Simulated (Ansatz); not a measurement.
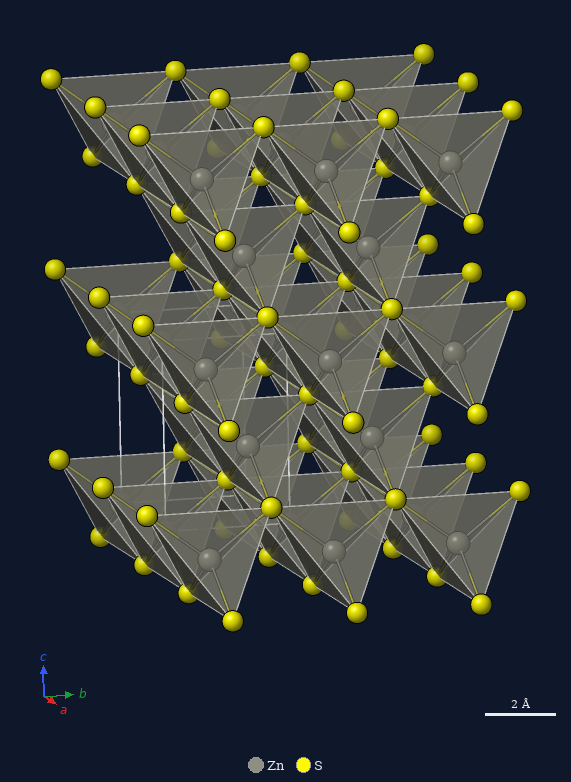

The structure as given in the input (polyhedral view of the cell of the calculation, repeated 2 × 2 × 2, seen slightly off an axis; polyhedra are completed across the faces of the cell).

Run report: ZnS, single-point calculation

The run: single-point calculation of ZnS (4 atoms in the cell). Method and program: DFT PBE, scalar-relativistic, plane waves, PAW, no spin polarisation (Ansatz 0.2.0).

The structure derives from an entry of the Crystallography Open Database. It belongs to a series of runs on one base structure; here: cell sheared at random, sigma 0.03, atoms nudged by 0.01 A. Figures and captions count atoms from 1; the log counts them from 0 in places.

**Output**
```
Engine: ansatz 0.2.0, x86_64-unknown-linux-gnu
Pseudopotentials: kind: paw
Pseudopotential: Zn, paw, valence charge 12, recommended cutoff 420 eV (normal), Zn.paw.azcp
Pseudopotential: S, paw, valence charge 6, recommended cutoff 420 eV (normal), S.paw.azcp
Functional definition: PBE
  parameter kappa = 0.804
  parameter beta = 0.06672455060314922
  exchange = pbe_x(kappa = kappa, mu = beta*pi^2/3)
  correlation = pbe_c(beta = beta)
Crystal: 4 atoms, lattice volume = 80.520 Å³
Basis set: ecut = 420 eV, 1571 PW (Γ), exchange–correlation on 54×54×80 points (8 copies of the dense FFT grid, shifted against one another)
Bands: 22, of which v1, the nominal top of the filled ones, is band 18 counted from 1 (17 counted from 0)
Symmetry: 1 space group operations
Space group: P1 (ITA 1), of the structure as read, at distance tolerance 4.3e-5 Å
k-points: 76 of 144 (time reversal used)
Non-local potential: Zn, projectors of the file, l = 0: 2, l = 1: 2, l = 2: 3, l = 3: 1
Non-local potential: S, projectors of the file, l = 0: 2, l = 1: 2, l = 2: 2
PAW form: soft (Blöchl's): semilocal exchange-correlation on the pseudo side does not see the compensation charge
PAW one-centre angular grid: Zn, 590 points (default); XC on 64 Gauss nodes
PAW one-centre angular grid: S, 110 points (default); XC on 64 Gauss nodes
Initial density: superposition of atomic densities (neutral atoms: chi_scale 0, normalization atom), corrected by the library's trained network
Initial wavefunctions: pseudopotential atomic-orbital guess
Functional: x = pbe(κ = 0.804, μ = 0.2195149727645171), c = pbe(β = 0.06672455060314922)
SCF iter   1: F=—  HF=-8445.386646 eV  |F-HF|=—  |Δ(HF+E_count)|=         —  Δρ=6.13e-4  dr2=4.12e-4  ethr=1.77e-3  ⟨swp⟩=5.5  Hψ=7606  notcnv=0
preconditioner: auto → Resta (q_TF=auto, 2.386 Å⁻¹)  ε∞=6.6  [insulator: Δε(μ)=1.846 eV  Ē_g=10.519 eV  σ=0.050 eV  W_gap=1.00  n_scr=20 (ndim 8)  ℏωp=24.8 eV  f_vac=0.031  D(μ)=0.00/eV (n_scr^D=0)  ε∞_Penn≈6.6]
SCF iter   2: F=—  HF=-8445.387156 eV  |F-HF|=—  |Δ(HF+E_count)|=   5.10e-4  Δρ=4.84e-4  dr2=1.66e-4  ethr=1.14e-6  ⟨swp⟩=3.1  Hψ=4257  notcnv=0
SCF iter   3: F=—  HF=-8445.387201 eV  |F-HF|=—  |Δ(HF+E_count)|=   4.41e-5  Δρ=1.91e-4  dr2=2.33e-5  ethr=4.62e-7  ⟨swp⟩=2.0  Hψ=2894  notcnv=0
SCF iter   4: F=—  HF=-8445.387284 eV  |F-HF|=—  |Δ(HF+E_count)|=   8.39e-5  Δρ=6.74e-5  dr2=2.99e-6  ethr=6.46e-8  ⟨swp⟩=2.0  Hψ=2992  notcnv=0
SCF iter   5: F=—  HF=-8445.387285 eV  |F-HF|=—  |Δ(HF+E_count)|=   1.24e-7  Δρ=2.63e-5  dr2=5.82e-7  ethr=8.32e-9  ⟨swp⟩=2.0  Hψ=2434  notcnv=0
SCF iter   6: F=-8445.387285 eV  HF=-8445.387285 eV  |F-HF|=8.50e-8  |Δ(HF+E_count)|=   7.20e-7  Δρ=8.70e-6  dr2=6.92e-8  ethr=2.78e-10  ⟨swp⟩=2.6  Hψ=6473  notcnv=0
SCF 1 converged in 6 iterations: F = -8445.387285 eV  dr2 = 6.92e-8
  greatest PAW one-centre occupation: 0.984 electrons in one spin orbital (limit 2), on the Zn atom at site 0 (counted from 0), in its partial waves of l = 2
```

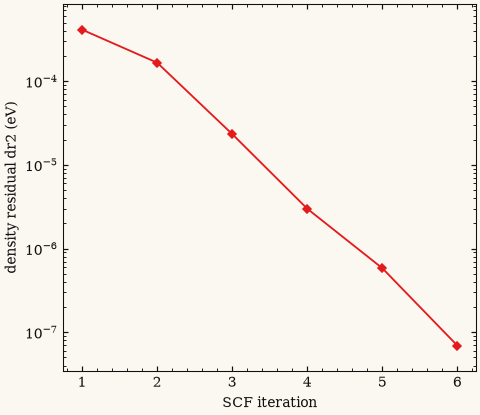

Convergence of the self-consistent field: density residual dr2 against the SCF iteration. The residual falls at every step.

```
SCF converged after 6 iterations
Free energy (F): -8445.387285 eV
Harris-Foulkes:  -8445.387285 eV  (|F-HF|=8.50e-8)
Internal energy: -8445.387285 eV  (E = F + TS)
E sigma→0 (E₀):  -8445.387285 eV
Fermi energy:    6.569690 eV
--- Per-component energies (eV) ---
  E_band       = 3.178505
  E_kinetic    = 475.848044
  E_local      = -4111.679098  (includes V_loc(G=0)·N_el)
  E_nonlocal   = 1285.810224
  E_hartree    = 1718.518968
  E_xc         = -468.325147
  E_vxc        = -278.462121  (∫ρ·V_xc dr)
  E_paw        = -4857.436771  (= ΣΔE_a)
  E_vpaw       = -805.378885  (= ΣTr[D̂ρ^β])
  E_aug_tail   = -0.000714  (compensation charges beyond the density's cutoff)
  E_ewald      = -2488.122793
  E_smearing   = -0.000000  (= −TS)
  E_closure    = -0.000000  (closes the sum)
  Σ components = -8445.387285   (vs F -8445.387285, Δ=0.00e0)
--- Forces (eV/Å), atoms counted from 1 ---
  atom   1  Zn    -0.12067740    -0.21615151    -0.14084943
  atom   2  Zn    -0.12912365    -0.02978055    -0.17328542
  atom   3  S      0.08412294     0.08565140     0.26393021
  atom   4  S      0.16569574     0.16030591     0.05022369
  max |Σ_I F_I| component: 2.53e-5 eV/Å
--- Stress (GPa, compression-positive) ---
        0.017543      -2.324270      -2.709539
       -2.324270       0.622564      -2.101230
       -2.709539      -2.101230       0.823480
  P = ⅓ Tr σ = 0.4879 GPa (4.879 kbar)
--- Band table (eV; the first three rows and the last of 76) ---
  k-point 0: bands = ["-7.4829", "-6.3048", "-0.7599", "-0.7516", "-0.7418", "-0.7161", "-0.4416", "-0.3742", "-0.2642", "-0.2601", "-0.1922", "-0.0716", "0.9814", "3.2975", "3.6112", "5.3422", "5.5882", "5.6433", "7.4961", "8.9728", "9.7757", "11.4600"]
  k-point 1: bands = ["-7.3348", "-6.5074", "-0.7729", "-0.7651", "-0.7083", "-0.6801", "-0.4960", "-0.4393", "-0.2801", "-0.2508", "-0.2355", "-0.2029", "1.6408", "3.5631", "3.8627", "4.4087", "5.0768", "5.2624", "8.6432", "9.2657", "9.9880", "11.2348"]
  k-point 2: bands = ["-6.9525", "-6.9429", "-0.7913", "-0.7823", "-0.6168", "-0.6059", "-0.5739", "-0.5697", "-0.3048", "-0.3014", "-0.2301", "-0.2248", "2.9288", "2.9367", "4.2428", "4.2608", "4.5028", "4.5202", "9.8149", "9.8205", "10.2730", "10.2822"]
  k-point 75: bands = ["-6.2779", "-6.2711", "-0.6142", "-0.6069", "-0.4783", "-0.4737", "-0.3307", "-0.3243", "-0.2922", "-0.2900", "0.1169", "0.1190", "1.0707", "1.0851", "2.8321", "2.8612", "2.9269", "2.9625", "10.9031", "10.9688", "11.4971", "11.5507"]
```

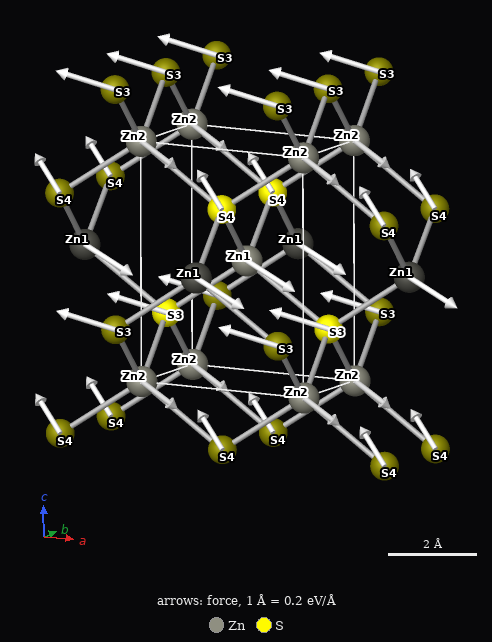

Forces on the atoms as white arrows (ball-and-stick view of the cell of the calculation, seen slightly off an axis; neighbours outside the cell are drawn fainter; atoms are numbered from 1 in the order of the input). The largest act on S3 (0.29 eV/Å); Zn1 (0.28 eV/Å); S4 (0.24 eV/Å); Zn2 (0.22 eV/Å). The geometry is not a stationary point of this energy.

The run was set up as follows.

**The input**
```yaml
crystal:
  lattice:
    - [-0.1213700919, -2.7605313146, -2.7481266185]
    - [-0.015282897, 2.663636834, -2.6512321379]
    - [5.5058570044, 0.1060871949, 0.1366529889]
  atoms:
    - { symbol: Zn, position: [0.4973493265, 0.5002652076, 0.5001378318] }
    - { symbol: Zn, position: [0.0050103924, -0.0034996141, -0.0001859129] }
    - { symbol: S, position: [-0.0016395792, 0.5034296469, 0.2502939423] }
    - { symbol: S, position: [0.4992798602, -0.0001952404, 0.7497541387] }
basis:
  ecutwfc: 420
kpoints:
  mp_grid: { grid: [6, 6, 4] }
hamiltonian:
  xc: pbe
scf:
  occupations: { method: gaussian, width: 0.05 }
output:
  forces: true
  stress: true
  eigenvalues: true
```

Command:
```bash
ansatz run input.yaml --threads 1 --pin off --max-ram 2560MiB --backend cpu --events-out ev --progress --plain --runs-dir out
```

**Summary**

- outcome: converged
- space group (tolerance 0.01 Å): P1 (1)
- electrons treated: 36
- free energy: −8445.3873 eV
- Fermi energy: 6.570 eV
- gap on the k-point mesh: 1.85 eV
- pressure: 0.49 GPa
- largest force (length of the vector): 0.290 eV/Å
- hardware: 1 thread of AMD EPYC (Zen 3), 32 GiB of memory available, shared host
- wall time: 9.6 s
- peak memory: 0.43 GiB
